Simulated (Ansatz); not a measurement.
# Does disorder add resistance in series? Rh(111) layers with 12.5 % Ta

Two lengths of the disordered region are known. What area resistance does the third give?

How it was computed: Ansatz 0.2.0, plane waves with PAW datasets at their recommended cutoffs (420 eV for most), Fermi-Dirac smearing; ballistic transmission by layer matching. The area resistance is RA = A (h/2e²)(1/T − 1/N), with T the zone-mean transmission per spin and N the lead's channels, both averaged over a few energies near the Fermi level; for magnets each spin is taken apart, with h/e², and the two conduct in parallel. Lateral cell 2x2, PBE, a fresh random draw for each length.

Results; the value marked ? is to be predicted:

| length (Å) | channels N | RA (fΩ m²) |
| --- | --- | --- |
| 8.78 | 7.000 | 0.438 |
| 17.6 | 6.960 | 0.597 |
| 26.3 | 7.000 | ? |

**Fit on the rows shown.**

Ohm's law makes RA linear in the length: the slope is (0.597 − 0.438)/(17.6 − 8.78) = 0.0181 fΩ m² per Å, or 18 µΩ cm. Then 0.597 + 0.0181 × 8.78. Predicted: 0.756 fΩ m².

What the run gave:

1.15 fΩ m², so the prediction is 34 % too low. The three lengths together give 41 µΩ cm. Single draws scatter; these runs don't part the causes of the miss, and leave the question open.

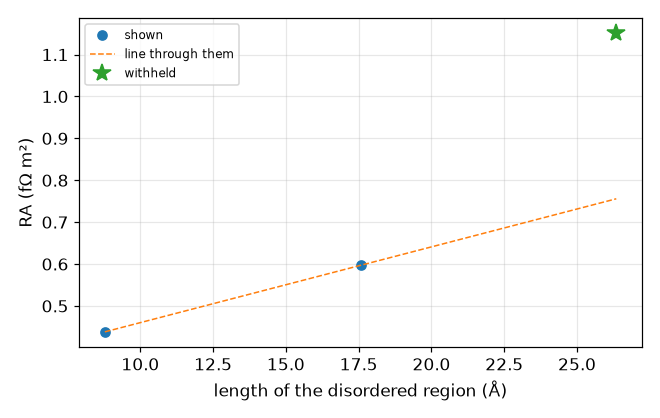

Area resistance against length.

**Limits.** The scatterers repeat sideways with the small cell. The slope is a raw one; a model of isotropic scattering puts it 1.01 times the bulk value over these lengths. Atoms sit unrelaxed on the host's lattice, and the pair may not mix at random in practice. Spin-orbit coupling is left out, which matters for Ta.
